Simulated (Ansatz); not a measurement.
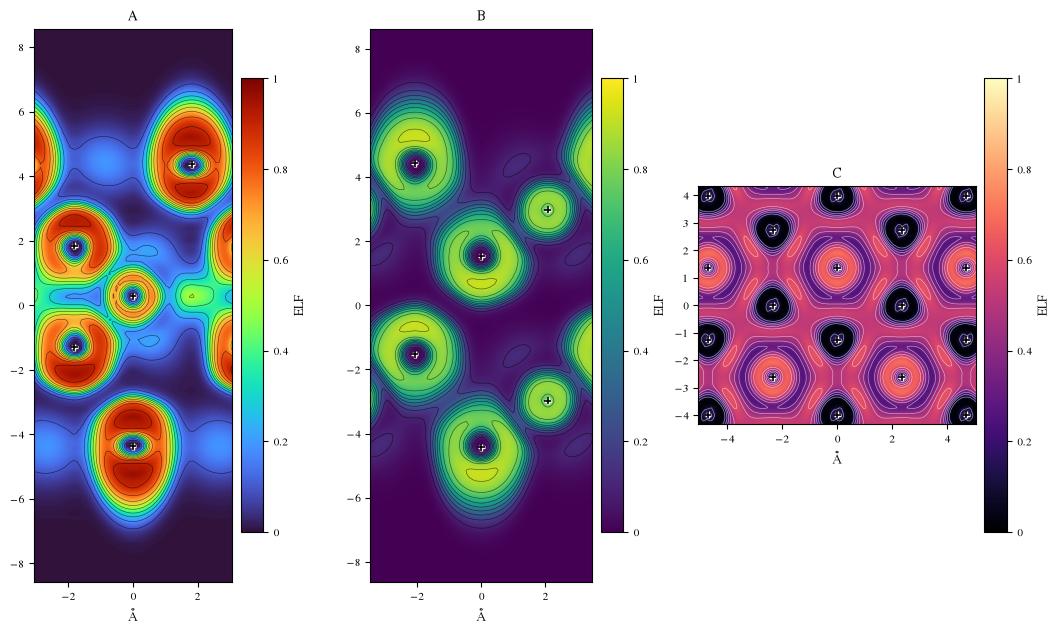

The electron localisation function of 3 systems, each on a plane through atoms (crosses mark nuclei in the plane).

Theory: Ansatz, DFT PBEsol, scalar-relativistic, plane waves, PAW.

System 1: Al₂Ru, the (001) plane of the conventional cell. Space group Fddd; a structure from a database of computed crystals, not necessarily the ambient phase; computed without spin polarisation.

```cif
data_structure
_symmetry_space_group_name_H-M 'P 1'
_symmetry_Int_Tables_number 1
_cell_length_a 4.7011
_cell_length_b 7.9753
_cell_length_c 8.7702
_cell_angle_alpha 90.000
_cell_angle_beta 90.000
_cell_angle_gamma 90.000
_cell_volume 328.82
loop_
_atom_site_label
_atom_site_type_symbol
_atom_site_fract_x
_atom_site_fract_y
_atom_site_fract_z
_atom_site_occupancy
Al1 Al 0.25000 0.07895 0.25000 1
Al2 Al 0.75000 0.57895 0.25000 1
Al3 Al 0.75000 0.07895 0.75000 1
Al4 Al 0.25000 0.57895 0.75000 1
Al5 Al 0.25000 0.42105 0.25000 1
Al6 Al 0.75000 0.92105 0.25000 1
Al7 Al 0.75000 0.42105 0.75000 1
Al8 Al 0.25000 0.92105 0.75000 1
Al9 Al 0.00000 0.17105 0.00000 1
Al10 Al 0.50000 0.67105 0.00000 1
Al11 Al 0.50000 0.17105 0.50000 1
Al12 Al 0.00000 0.67105 0.50000 1
Al13 Al 0.50000 0.32895 0.00000 1
Al14 Al 0.00000 0.82895 0.00000 1
Al15 Al 0.00000 0.32895 0.50000 1
Al16 Al 0.50000 0.82895 0.50000 1
Ru1 Ru 0.75000 0.25000 0.25000 1
Ru2 Ru 0.25000 0.75000 0.25000 1
Ru3 Ru 0.25000 0.25000 0.75000 1
Ru4 Ru 0.75000 0.75000 0.75000 1
Ru5 Ru 0.50000 0.00000 0.00000 1
Ru6 Ru 0.00000 0.50000 0.00000 1
Ru7 Ru 0.00000 0.00000 0.50000 1
Ru8 Ru 0.50000 0.50000 0.50000 1
```

System 2: WS₄ (slab), the (110) plane of the calculation cell, a cut from vacuum to vacuum. 

```yaml
crystal:
  lattice:
    - [3.14761, 0.00000, 0.00000]
    - [-1.57380, 2.72591, 0.00000]
    - [0.00000, 0.00000, 24.60753]
  atoms:
    - { symbol: S, position: [0.66667, 0.33333, 0.31584] }
    - { symbol: S, position: [0.33333, 0.66667, 0.44059] }
    - { symbol: W, position: [0.66667, 0.33333, 0.50476] }
    - { symbol: S, position: [0.33333, 0.66667, 0.56797] }
    - { symbol: S, position: [0.00000, 0.00000, 0.67086] }
```

System 3: HfS₂ (slab), the (110) plane of the calculation cell, a cut from vacuum to vacuum. 

```cif
data_structure
_symmetry_space_group_name_H-M 'P 1'
_symmetry_Int_Tables_number 1
_cell_length_a 3.5923
_cell_length_b 3.5923
_cell_length_c 23.8457
_cell_angle_alpha 90.000
_cell_angle_beta 90.000
_cell_angle_gamma 120.000
_cell_volume 266.49
loop_
_atom_site_label
_atom_site_type_symbol
_atom_site_fract_x
_atom_site_fract_y
_atom_site_fract_z
_atom_site_occupancy
S1 S 0.66667 0.33333 0.31452 1
Hf1 Hf 0.00000 0.00000 0.37532 1
S2 S 0.33333 0.66667 0.43611 1
S3 S 0.66667 0.33333 0.56389 1
Hf2 Hf 0.00000 0.00000 0.62468 1
S4 S 0.33333 0.66667 0.68548 1
```

Which map belongs to which system?

Panel A is system 2, WS₄: the plane holds S and W. W–S (2.39 Å): the ELF peaks at about 0.85 in the valence shell of S, 0.8 Å from its nucleus, and is about 0.45 at the midpoint. Panel B is system 3, HfS₂: the plane holds S and Hf. Hf–S (2.53 Å): the ELF peaks at about 0.85 in the valence shell of S, 0.8 Å from its nucleus, and is about 0.40 at the midpoint. Panel C is system 1, Al₂Ru: the plane holds Al and Ru. Al–Ru (2.62 Å): the ELF is about 0.40 at the midpoint.
